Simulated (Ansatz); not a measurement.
```cif
data_structure
_symmetry_space_group_name_H-M 'P 1'
_symmetry_Int_Tables_number 1
_cell_length_a 2.8149
_cell_length_b 2.8149
_cell_length_c 20.8742
_cell_angle_alpha 90.000
_cell_angle_beta 90.000
_cell_angle_gamma 120.000
_cell_volume 143.24
loop_
_atom_site_label
_atom_site_type_symbol
_atom_site_fract_x
_atom_site_fract_y
_atom_site_fract_z
_atom_site_occupancy
Pd1 Pd 0.66667 0.33333 0.35621 1
O1 O 0.66667 0.33333 0.45405 1
Co1 Co 0.00000 0.00000 0.50000 1
O2 O 0.33333 0.66667 0.54595 1
Pd2 Pd 0.33333 0.66667 0.64379 1
```

Computed without spin polarisation.

All numbers below come from DFT PBEsol, scalar-relativistic, plane waves, PAW in Ansatz 0.2.0.

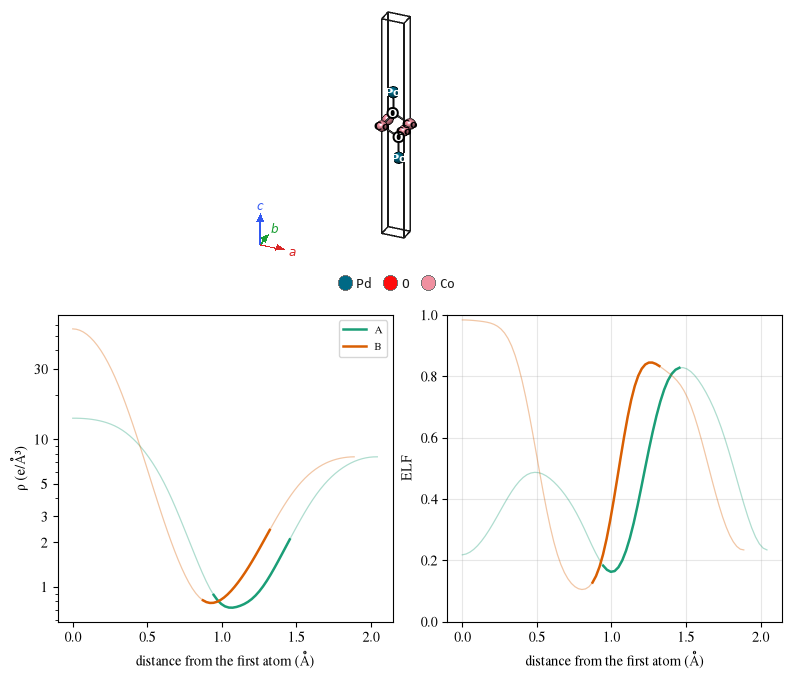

CoPd2O2 (slab). Valence electron density and electron localisation function along straight lines between neighbouring atoms. Thin, pale parts lie inside the atomic spheres. The structure is drawn too.

The density is the valence pseudo-density of a PAW calculation; it isn't the true density close to the nuclei.

Which curve belongs to which contact (Co–O and Pd–O)? The first atom named is at distance zero.

Curve A: Pd–O (2.04 Å): ρ at the midpoint is about 0.74 e/Å³; the ELF peaks at about 0.85 in the valence shell of O, 0.6 Å from its nucleus, and drops to about 0.15 between the two atoms (no shared electron pair shows on this line). Curve B: Co–O (1.89 Å): ρ at the midpoint is about 0.78 e/Å³; the ELF peaks at about 0.85 in the valence shell of O, 0.6 Å from its nucleus, and is about 0.20 at the midpoint (no shared electron pair shows on this line).
